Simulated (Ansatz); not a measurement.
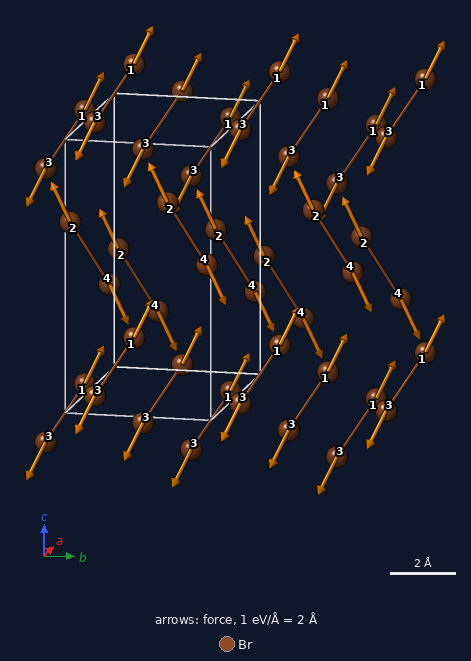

Starting geometry of a crystal of Br (set up in Cmce) (coarse preliminary run) with the computed forces as orange arrows. A ball-and-stick model of the conventional cell (2 times the calculation's cell), repeated 1 × 2 × 1 with one cell outlined, seen from a free direction. Lengths and directions refer to the drawn axes.

These are results of DFT PBEsol, scalar-relativistic, plane waves, PAW in Ansatz, not measurements. Settings: plane-wave cutoff 420 eV; k-point mesh 6 × 6 × 4; occupations gaussian; smearing width 0.1 eV; no spin polarisation; cell and atoms relaxed; force threshold 0.05 eV/Å; at most 80 steps.

**Is this structure relaxed? If not, where do the atoms go?**

It isn't relaxed: the largest force vector, on Br atoms, is 0.72 eV/Å. The atoms end up moving mostly along the starting forces (cosine between the two patterns 0.93). The largest moves relative to the cell, 0.12 Å, are those of Br1, Br2, Br3 and Br4. Br3 goes along [0 −2 −1]. The drawn cell changes as follows: a 6.726 → 6.951 Å (+3.3 %), b 4.645 → 4.137 Å (−10.9 %), c 8.702 → 8.381 Å (−3.7 %); the volume changes by −11.4 %. Near-neighbour distances that change, for instance: Br1–Br4 3.367 → 3.006 Å, Br1–Br3 2.287 → 2.391 Å. The space group stays Cmce (No. 64). Over 3 accepted moves (5 points after the start) the energy falls by 58.3 meV per atom. The largest force component goes from 0.65 to 0.014 eV/Å. Pressure: 0.11 GPa at the start and 0.09 GPa at the end. The line search rejected the trial step at point 3 of the run. At 1 point the geometry stayed and the basis and grid were re-selected for the new cell (energy shift of 0.4 meV per atom at most each time).
